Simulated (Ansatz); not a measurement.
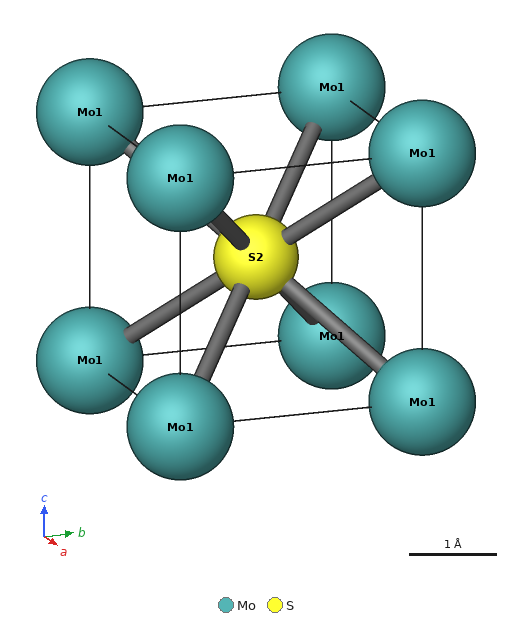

The structure as given in the input (ball-and-stick view of the cell of the calculation, seen slightly off an axis; atoms are numbered from 1 in the order of the input). An atom can appear more than once, as a periodic image.

**MoS: single-point calculation**

System: MoS (2 atoms in the cell).
Method: DFT r2SCAN, scalar-relativistic, plane waves, PAW, spin-polarised (Ansatz 0.2.0).

The structure was built on a prototype by a generator; it need not be a known phase. It belongs to a series of runs on one base structure; here: large parallel starting moments. Figures and captions count atoms from 1; the log counts them from 0 in places.

**Output**
```
Engine: ansatz 0.2.0, aarch64-unknown-linux-gnu
Pseudopotentials: kind: paw
Pseudopotential: Mo, paw, valence charge 14, recommended cutoff 500 eV (meta_gga), Mo.paw.azcp
Pseudopotential: S, paw, valence charge 6, recommended cutoff 500 eV (meta_gga), S.paw.azcp
Functional definition: r2SCAN
  parameter k0 = 0.174
  parameter k1 = 0.065
  parameter a1 = 4.9479
  exchange = r2scan_x(k0 = k0, k1 = k1, a1 = a1)
  correlation = r2scan_c
Crystal: 2 atoms, lattice volume = 26.215 Å³
Basis set: ecut = 500 eV, 691 PW (Γ), exchange–correlation on 96×96×96 points (64 copies of the dense FFT grid, shifted against one another)
Bands: 16, of which v1, the nominal top of the filled ones, is band 10 counted from 1 (9 counted from 0)
Symmetry: 48 space group operations
Space group: Pm-3m (ITA 221), of the structure as read, at distance tolerance 3.0e-5 Å
Magnetic group: BNS 221.92 (UNI 1594), of the structure as read, at distance tolerance 3.0e-5 Å
k-points: 120 of 2744
Non-local potential: Mo, projectors of the file, l = 0: 3, l = 1: 2, l = 2: 2, l = 3: 1
Non-local potential: S, projectors of the file, l = 0: 2, l = 1: 2, l = 2: 2
PAW form: soft (Blöchl's): semilocal exchange-correlation on the pseudo side does not see the compensation charge
PAW frozen core: Mo, regenerated for the run's functional (the file was generated under x = pbe(κ = 0.804, μ = 0.2195149727645171), c = pbe(β = 0.06672455060314922))
PAW frozen core: S, regenerated for the run's functional (the file was generated under x = pbe(κ = 0.804, μ = 0.2195149727645171), c = pbe(β = 0.06672455060314922))
PAW one-centre angular grid: Mo, 590 points (default); XC on 160 Gauss nodes
PAW one-centre angular grid: S, 302 points (default); XC on 160 Gauss nodes
Initial density: superposition of atomic densities (chi_scale 0.1, normalization cell)
Starting moments: Σ|m| = 3.5 μB on 1 of 2 sites
Initial wavefunctions: pseudopotential atomic-orbital guess
Functional: x = r2scan, c = r2scan; τ floored in thin density (d = 2e-4 eV/Å³)
SCF iter   1: F=-5872.007619 eV  HF=-5873.098005 eV  |F-HF|=1.09e0  |Δ(HF+E_count)|=         —  Δρ=8.20e-2 (↑8.20e-2 ↓4.04e-2)  dr2=2.16e0  dr2_τ=1.14e-1  dr2_m=6.73e-1  M=1.693 μB ∫|m|=1.773 μB  β_m=0.30  ethr=3.10e-3  ⟨swp⟩=5.3  Hψ=22062  notcnv=0
preconditioner: auto → none  [metal: Δε(μ)=0.017 eV  Ē_g=12.264 eV  σ=0.100 eV  W_gap=0.09  n_scr=6 (ndim 8)  ℏωp=25.1 eV  f_vac=0.000  D(μ)=1.36/eV (n_scr^D=18)  sad-step TF]
SCF iter   2: F=-5872.721137 eV  HF=-5872.740558 eV  |F-HF|=1.94e-2  |Δ(HF+E_count)|=   3.57e-1  Δρ=6.77e-2 (↑6.77e-2 ↓4.03e-2)  dr2=8.87e-1  dr2_τ=5.84e-3  dr2_m=6.01e-1  M=1.714 μB ∫|m|=1.848 μB  β_m=0.60  ethr=3.10e-3  ⟨swp⟩=2.5  Hψ=8658  notcnv=0  defer=333
Mixer restart at iter 2: flushing history
spin-set hold released at iteration 2 (the charge has settled, or the pull on large starting moments outlasts its swing): the magnetisation degrees of freedom join the quasi-Newton model from the next iteration; the mixer history was flushed
SCF iter   3: F=-5873.415106 eV  HF=-5873.144990 eV  |F-HF|=2.70e-1  |Δ(HF+E_count)|=   4.04e-1  Δρ=3.37e-2 (↑3.37e-2 ↓3.09e-2)  dr2=6.26e-2  dr2_τ=1.28e-2  dr2_m=2.25e-1  M=1.313 μB ∫|m|=1.477 μB  β_m=0.67  ethr=3.10e-3  ⟨swp⟩=2.8  Hψ=7351  notcnv=0  defer=333  κ⁻¹=1.0e0(r=1)
SCF iter   4: F=-5873.538945 eV  HF=-5873.412528 eV  |F-HF|=1.26e-1  |Δ(HF+E_count)|=   2.68e-1  Δρ=2.05e-2 (↑2.05e-2 ↓1.81e-2)  dr2=2.91e-2  dr2_τ=3.20e-3  dr2_m=7.81e-2  M=0.982 μB ∫|m|=1.131 μB  β_m=1.20  ethr=3.13e-4  ⟨swp⟩=3.1  Hψ=9862  notcnv=0  defer=343  κ⁻¹=5.8e-2(r=2)
SCF iter   5: F=-5873.671531 eV  HF=-5873.610839 eV  |F-HF|=6.07e-2  |Δ(HF+E_count)|=   1.98e-1  Δρ=8.57e-3 (↑8.57e-3 ↓5.51e-3)  dr2=5.26e-3  dr2_τ=1.65e-3  dr2_m=1.03e-2  M=0.422 μB ∫|m|=0.512 μB  β_m=1.20  ethr=1.45e-4  ⟨swp⟩=2.0  Hψ=7955  notcnv=0  defer=343  κ⁻¹=7.4e-3(r=3)
SCF iter   6: F=-5873.703796 eV  HF=-5873.674714 eV  |F-HF|=2.91e-2  |Δ(HF+E_count)|=   6.39e-2  Δρ=1.93e-3 (↑1.93e-3 ↓1.44e-3)  dr2=3.44e-4  dr2_τ=6.62e-5  dr2_m=5.42e-4  M=0.173 μB ∫|m|=0.207 μB  β_m=1.20  ethr=2.63e-5  ⟨swp⟩=2.2  Hψ=10012  notcnv=0  defer=335  κ⁻¹=2.6e-3(r=4)
SCF iter   7: F=-5873.706578 eV  HF=-5873.692782 eV  |F-HF|=1.38e-2  |Δ(HF+E_count)|=   1.81e-2  Δρ=1.24e-3 (↑1.24e-3 ↓1.17e-3)  dr2=8.27e-5  dr2_τ=4.92e-5  dr2_m=3.05e-4  M=0.138 μB ∫|m|=0.155 μB  β_m=1.20  ethr=1.72e-6  ⟨swp⟩=2.0  Hψ=6950  notcnv=0  defer=335  κ⁻¹=2.6e-4(r=5)
SCF iter   8: F=-5873.709099 eV  HF=-5873.704846 eV  |F-HF|=4.25e-3  |Δ(HF+E_count)|=   1.21e-2  Δρ=6.54e-4 (↑4.51e-4 ↓6.54e-4)  dr2=5.96e-5  dr2_τ=9.61e-6  dr2_m=5.67e-5  M=0.066 μB ∫|m|=0.073 μB  β_m=1.19  ethr=4.13e-7  ⟨swp⟩=3.6  Hψ=7699  notcnv=0  defer=335  κ⁻¹=1.9e-5(r=6)
SCF iter   9: F=-5873.709860 eV  HF=-5873.709722 eV  |F-HF|=1.38e-4  |Δ(HF+E_count)|=   4.88e-3  Δρ=2.41e-4 (↑2.30e-4 ↓2.41e-4)  dr2=2.10e-5  dr2_τ=1.29e-6  dr2_m=1.56e-6  M=0.009 μB ∫|m|=0.011 μB  β_m=1.20  ethr=2.98e-7  ⟨swp⟩=3.2  Hψ=7067  notcnv=0  defer=335  κ⁻¹=7.8e-6(r=7)
SCF iter  10: F=-5873.709864 eV  HF=-5873.709805 eV  |F-HF|=5.84e-5  |Δ(HF+E_count)|=   8.37e-5  Δρ=1.67e-4 (↑1.06e-4 ↓1.67e-4)  dr2=4.39e-6  dr2_τ=5.09e-7  dr2_m=2.72e-6  M=0.010 μB ∫|m|=0.011 μB  β_m=1.20  ethr=1.05e-7  ⟨swp⟩=2.6  Hψ=5536  notcnv=0  defer=333  κ⁻¹=2.2e-6(r=8)
SCF iter  11: F=-5873.709878 eV  HF=-5873.709856 eV  |F-HF|=2.29e-5  |Δ(HF+E_count)|=   5.01e-5  Δρ=4.22e-5 (↑2.74e-5 ↓4.22e-5)  dr2=3.19e-7  dr2_τ=2.89e-8  dr2_m=1.99e-7  M=0.004 μB ∫|m|=0.005 μB  β_m=1.20  ethr=2.19e-8  ⟨swp⟩=2.0  Hψ=5898  notcnv=0  defer=333  κ⁻¹=2.4e-5(r=8)
SCF iter  12: F=-5873.709881 eV  HF=-5873.709876 eV  |F-HF|=4.84e-6  |Δ(HF+E_count)|=   2.04e-5  Δρ=2.58e-5 (↑2.20e-5 ↓2.58e-5)  dr2=2.94e-8  dr2_τ=1.66e-8  dr2_m=1.24e-7  M=0.003 μB ∫|m|=0.003 μB  β_m=1.20  ethr=5.00e-10  ⟨swp⟩=10.1  Hψ=19148  notcnv=0  κ⁻¹=1.2e-6(r=8)
SCF iter  13: F=-5873.709882 eV  HF=-5873.709881 eV  |F-HF|=8.54e-7  |Δ(HF+E_count)|=   5.06e-6  Δρ=9.04e-6 (↑5.87e-6 ↓9.04e-6)  dr2=1.67e-8  dr2_τ=1.34e-9  dr2_m=6.92e-9  M=0.001 μB ∫|m|=0.001 μB  β_m=1.20  ethr=1.47e-10  ⟨swp⟩=5.6  Hψ=17026  notcnv=0  κ⁻¹=2.5e-7(r=8)
iter 14 did not close the SCF: its close was put off for a magnetic moment that had not settled (scf_convergence_deferred on its scf_iter line)
SCF iter  14: F=-5873.709882 eV  HF=-5873.709882 eV  |F-HF|=6.03e-8  |Δ(HF+E_count)|=   9.26e-7  Δρ=2.66e-6 (↑2.64e-6 ↓2.66e-6)  dr2=1.52e-9  dr2_τ=1.25e-10  dr2_m=1.08e-9  M=-0.000 μB ∫|m|=0.000 μB  β_m=0.43  ethr=8.34e-11  ⟨swp⟩=5.1  Hψ=16240  notcnv=0  κ⁻¹=3.2e-6(r=8)
iter 15 did not close the SCF: its close was put off for a magnetic moment that had not settled (scf_convergence_deferred on its scf_iter line)
SCF iter  15: F=-5873.709882 eV  HF=-5873.709882 eV  |F-HF|=7.31e-10  |Δ(HF+E_count)|=   7.15e-8  Δρ=6.46e-7 (↑6.46e-7 ↓6.04e-7)  dr2=3.99e-11  dr2_τ=2.52e-12  dr2_m=6.88e-11  M=0.000 μB ∫|m|=0.000 μB  β_m=0.97  ethr=7.61e-12  ⟨swp⟩=1.1  Hψ=11649  notcnv=0  κ⁻¹=5.9e-7(r=8)
SCF iter  16: F=-5873.709882 eV  HF=-5873.709882 eV  |F-HF|=5.64e-11  |Δ(HF+E_count)|=  7.57e-10  Δρ=2.62e-7 (↑2.62e-7 ↓1.34e-7)  dr2=1.44e-11  dr2_τ=3.98e-13  dr2_m=2.42e-12  M=0.000 μB ∫|m|=0.000 μB  ethr=1.00e-12  ⟨swp⟩=1.0  Hψ=9855  notcnv=0
WARN: the starting moments were not kept: the SCF closed with an absolute magnetisation of 7.1e-6 μB, where they sum to 3.5 μB in size (1 site). That is at most 0.1 of that sum. Measured as dr2_m measures the in/out step, that magnetisation stands 1.0e-11 eV from none, at or under the dr2_threshold of 1.0e-7 eV: it is no larger than a step whose dr2_m would equal this threshold. The system may hold no moment; this SCF shows only that its start led to no more than that. To try another start: raise the starting moments (crystal.atoms[].spin, magnetization.per_species, magnetization.initial_magnetization, or on a non-collinear deck that types none of these the spinor_matrix: blocks that start its atoms; where the total moment is fixed, keep their sum and leave initial_magnetization as it is; typed ones take the place of any that the run laid by itself, positive ones on a crystal's lanthanoids without a Hubbard term where scf.initial_density.shell_occupations: [] is typed) or, if the notice of its spin-set hold's release reads "site moments contracting" or "site moments show no strong build", lengthen the hold (scf.mixing.spin_hold: { on: { confirm: 4 } }; for m-r²SCAN on two components see the key's manual first). Each may lead to a state that holds a moment. A second SCF, from the converged charge density, with the starting moments and any scf.initial_density.shell_occupations laid on it anew, would have followed, and was not run: the deck does not ask for one (magnetization.retry_lost_moments is false, the default). To let it run, set magnetization.retry_lost_moments: true and run the deck again, where that key's refused combinations let it; where memory then withholds it, that run's warning says so.
SCF 1 converged in 16 iterations: F = -5873.709882 eV  dr2 = 1.44e-11
  greatest PAW one-centre occupation: 0.997 electrons in one spin orbital (limit 2), on the Mo atom at site 0 (counted from 0), in its partial waves of l = 0
```

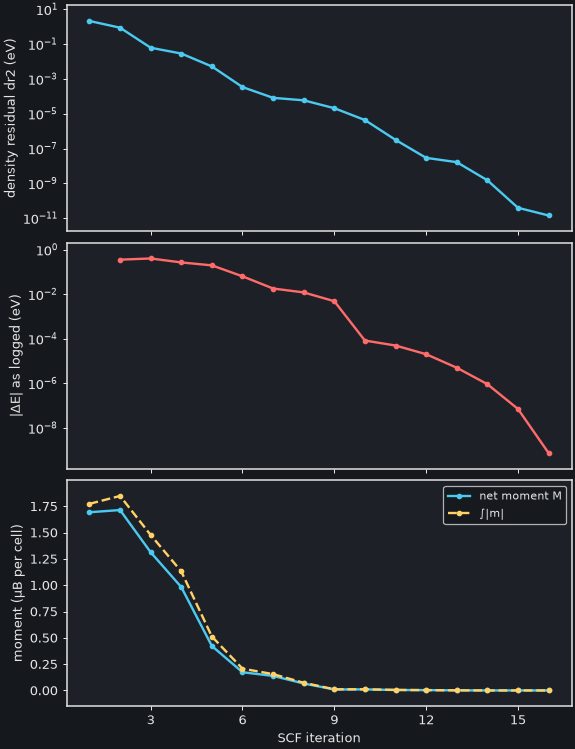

Convergence of the self-consistent field: density residual dr2, size of the energy change and magnetic moment against the SCF iteration. The residual falls at every step. The net moment goes from 1.7 to 0.0 μB per cell, and ∫|m| falls to zero.

```
this state was not tested for a lower state beside it, because the mixer in use, unlike msr1, does not test its closes by its own steps (another_mixer; see scf.mixing.algorithm and scf.lower_state_search)
SCF converged after 16 iterations
Magnetization: 0.0000 μB (10.0000 up, 10.0000 down)
Absolute magnetization: 0.0000 μB (∫|ρ↑−ρ↓|, with the PAW one-centre terms)
Spin contamination: 0.0000 ħ² per cell (⟨S²⟩ above its minimum at these occupations)
Per-site moments (μB) at R_I (Å): [(3.7388218879549322e-6, 1.0612196047188738), (-8.408105956512544e-7, 1.0612196047188738)]
Free energy (F): -5873.709882 eV
Harris-Foulkes:  -5873.709882 eV  (|F-HF|=5.64e-11)
Internal energy: -5873.702839 eV  (E = F + TS)
E sigma→0 (E₀):  -5873.706360 eV
Entropy (-TS):   -0.007043 eV (-3.522 meV/atom)
Fermi energy:    19.695418 eV
--- Per-component energies (eV) ---
  E_band       = -28.006378
  E_kinetic    = 555.551436
  E_local      = -885.461332  (includes V_loc(G=0)·N_el)
  E_nonlocal   = 171.833481
  E_hartree    = 306.884506
  E_xc         = -272.811470
  E_vxc        = -354.529164  (∫ρ·V_xc dr)
  E_paw        = -3827.461331  (= ΣΔE_a)
  E_vpaw       = -150.642732  (= ΣTr[D̂ρ^β])
  E_aug_tail   = -0.000000  (compensation charges beyond the density's cutoff)
  E_vtau       = 21.472916  (kinetic-family band-sum trace: ∫τ·v_τ [+ j·A + Jᵃ·Aᵃ] dr)
  E_ewald      = -1921.907158
  E_core_change = -0.330970  (= ΣΔE_core)
  E_smearing   = -0.007043  (= −TS)
  E_closure    = -0.000000  (closes the sum)
  Σ components = -5873.709882   (vs F -5873.709882, Δ=0.00e0)
--- Forces (eV/Å), atoms counted from 1 ---
  atom   1  Mo     0.00000000     0.00000000     0.00000000
  atom   2  S      0.00000000    -0.00000000     0.00000000
  max |Σ_I F_I| component: 4.34e-30 eV/Å
--- Stress (GPa, compression-positive) ---
        6.838510      -0.000000       0.000000
       -0.000000       6.838510       0.000000
       -0.000000       0.000000       6.838510
  P = ⅓ Tr σ = 6.8385 GPa (68.385 kbar)
--- Band table (eV; the first three rows and the last of 240) ---
  k-point 0 ↑: bands = ["-43.5765", "-16.7475", "-16.7475", "-16.7475", "1.7139", "15.0822", "15.0822", "17.0288", "17.0288", "17.0288", "20.5381", "20.5381", "20.5381", "25.0253", "29.4125", "29.4125"]
  k-point 1 ↑: bands = ["-43.5740", "-16.7766", "-16.7449", "-16.7449", "1.7968", "14.7892", "15.1323", "16.8732", "16.8732", "17.1469", "20.5645", "20.7283", "20.7283", "25.3234", "29.0816", "29.6062"]
  k-point 2 ↑: bands = ["-43.5670", "-16.8573", "-16.7374", "-16.7374", "2.0381", "13.9781", "15.2774", "16.4958", "16.4958", "17.5811", "20.6398", "21.2165", "21.2165", "25.9875", "28.2538", "30.2352"]
  k-point 119 ↓: bands = ["-43.4302", "-17.1279", "-17.1279", "-17.1279", "6.3724", "10.6490", "10.6490", "10.6490", "22.7440", "22.7440", "23.0814", "23.0814", "23.0814", "25.0570", "25.0570", "25.0570"]
--- Löwdin populations: 2 sites ---
  site symbol       q [e]    m [muB]
     0     Mo     13.9089     0.0000
     1      S      5.8940    -0.0000
  spilling = 0.009856 (of n_electrons = 20.000000)
```

**File populations.tsv**
```
# site	symbol	l	j	q_up	q_dn
# orbitals = lowdin
# n_electrons = 20.000000
# spilling = 0.009856
0	Mo	0_4S	-	0.982066	0.982066
0	Mo	0_5S	-	0.263411	0.263411
0	Mo	1_4P	-	2.995365	2.995365
0	Mo	2_4D	-	2.713603	2.713598
1	S	0_3S	-	0.810664	0.810664
1	S	1_3P	-	2.136334	2.136335
```

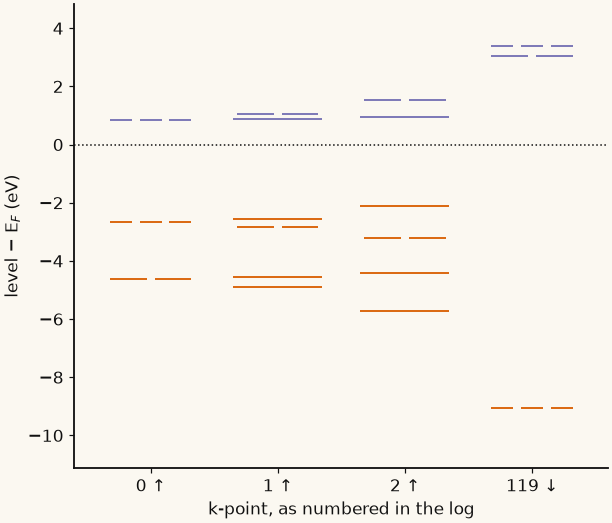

Kohn–Sham levels near the Fermi level (dotted) at the few k-points that the log prints; levels within 0.02 eV of each other stand side by side. The system is metallic on the full mesh.

This output came from the following input.

**Input file**
```yaml
crystal:
  lattice:
    - [2.9706444822, 0.0, 0.0]
    - [0.0, 2.9706444822, 0.0]
    - [0.0, 0.0, 2.9706444822]
  atoms:
    - { symbol: Mo, position: [0.0, 0.0, 0.0], spin: 3.5 }
    - { symbol: S, position: [0.5, 0.5, 0.5] }
basis:
  ecutwfc: 500
kpoints:
  mp_grid: { grid: [14, 14, 14] }
hamiltonian:
  xc: r2scan
scf:
  occupations: { method: gaussian, width: 0.1 }
  lower_state_search: "off"
output:
  forces: true
  stress: true
  eigenvalues: true
  populations: true
magnetization:
  spin_polarized: true
```

Run as:
```bash
ansatz run input.yaml --threads 1 --pin off --max-ram 2560MiB --backend cpu --events-out ev --progress --plain --runs-dir out
```

**Results in brief**

```json
{"quantity": "outcome", "value": "converged"}
{"quantity": "space group (tolerance 0.01 Å)", "value": "Pm-3m (221)"}
{"quantity": "electrons treated", "value": "20"}
{"quantity": "free energy", "value": "−5873.7099 eV"}
{"quantity": "Fermi energy", "value": "19.695 eV"}
{"quantity": "gap on the k-point mesh", "value": "none (metallic)"}
{"quantity": "net moment of the cell", "value": "0.00 μB"}
{"quantity": "integrated absolute moment", "value": "0.00 μB"}
{"quantity": "pressure", "value": "6.84 GPa"}
{"quantity": "largest force (length of the vector)", "value": "under 0.001 eV/Å"}
{"quantity": "hardware", "value": "1 thread of Arm Neoverse V2, 24 GiB of memory available, shared host"}
{"quantity": "wall time", "value": "26 s"}
{"quantity": "peak memory", "value": "0.43 GiB"}
```

The electronic state found may not be the lowest one. Warnings of the run: some starting moments were not kept; the state was not tested for a lower one. The cell is under a pressure of 6.8 GPa at this level, so it is not at its equilibrium volume.
